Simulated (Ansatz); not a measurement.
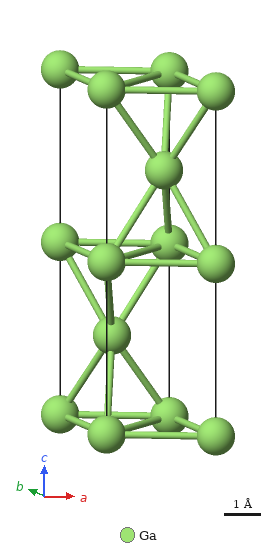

This is a symmetric starting cell of Ga (made from another compound by putting Ga in place of In). The picture is a ball-and-stick view of the cell of the calculation, seen slightly off an axis.

All numbers below come from DFT PBEsol, scalar-relativistic, plane waves, PAW in Ansatz 0.2.0. (plane-wave cutoff 420 eV; k-point mesh 15 × 15 × 4; occupations gaussian; smearing width 0.1 eV; no spin polarisation)

Now this is done to it. The cell is strained by +8.2 % along c and −0.8 % across it (volume +6.5 %), the atoms keeping their fractional coordinates. No relaxation follows. The starting cell wasn't computed here and needn't be at equilibrium, so pressure and forces aren't due to the change alone.

**Predict the response.**

Among the bonded contacts that change: Ga–Ga 3.045 → 3.204 Å, Ga–Ga 3.080 → 3.055 Å. The space group stays P6_3/mmc (No. 194). The pressure is −7.3 GPa (not all of it need come from the change, since the unchanged cell can be under pressure at this level too). The principal stresses (compression positive) are −7.5 GPa along c and −7.2 GPa across it. All forces vanish by symmetry.

Drawn alike, the variant:

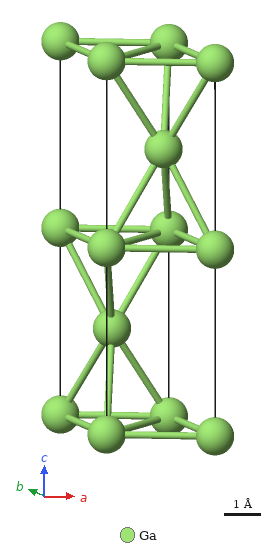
